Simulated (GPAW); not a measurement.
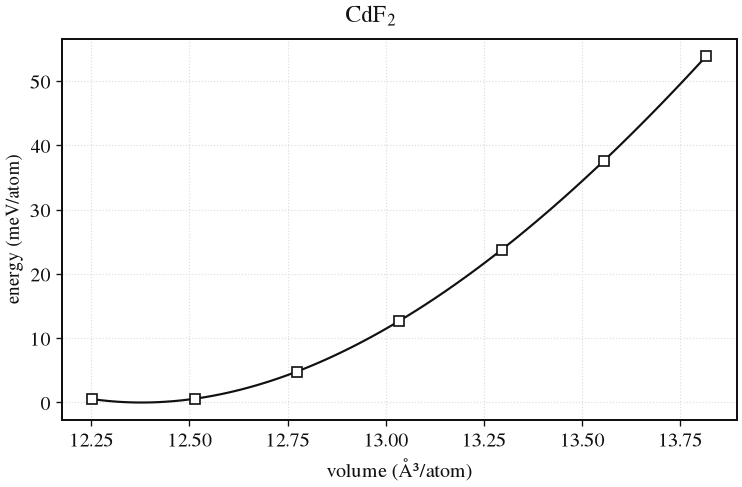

The figure shows the energy against volume for CdF₂, space group Fm-3m (No. 225).

Starting cell:
```yaml
crystal:
  lattice:
    - [0.00000, 2.69400, 2.69400]
    - [2.69400, 0.00000, 2.69400]
    - [2.69400, 2.69400, 0.00000]
  atoms:
    - { symbol: Cd, position: [0.00000, 0.00000, 0.00000] }
    - { symbol: F, position: [0.75000, 0.75000, 0.75000] }
    - { symbol: F, position: [0.25000, 0.25000, 0.25000] }
```

Calculation (GPAW 26.7.0): PAW DFT in plane waves, on a grid or in atomic orbitals, no spin polarisation; energies at scaled volumes of the given cell, shape and fractions fixed, counted from the fit's minimum, third-order Birch-Murnaghan fit. Level: LDA.

- k mesh: 9×9×9
- occupations: Fermi–Dirac
- smearing width: 0.05 eV
- potentials: GPAW PAW data sets (gpaw data 1.2.1)
- wave cutoff: 800 eV
- program settings: basis pw

This calculation gives: equilibrium volume 12.38 Å³/atom and bulk modulus 130 GPa.

Now Cd is replaced by Ba on all its sites, which gives BaF₂ in the same structure. The second calculation uses k mesh 6×6×6. Predict the effect.

The equilibrium volume rises from 12.38 to 18.72 Å³/atom (+51 %) and the bulk modulus falls from 130 to 74 GPa (−43 %).

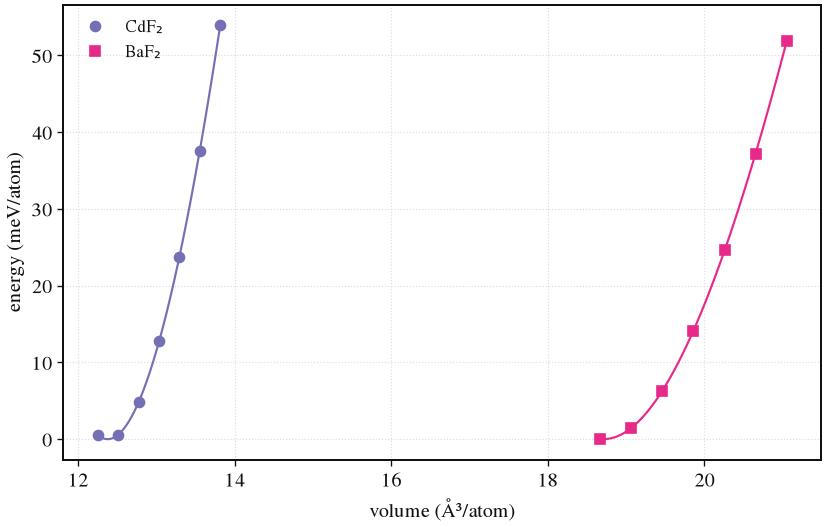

The two results together.

For BaF₂, limits of the calculation: the fit and the printed pressures don't fully agree, or the minimum lies near the end of the range.

V0 and the bulk modulus come from third-order Birch–Murnaghan fits.
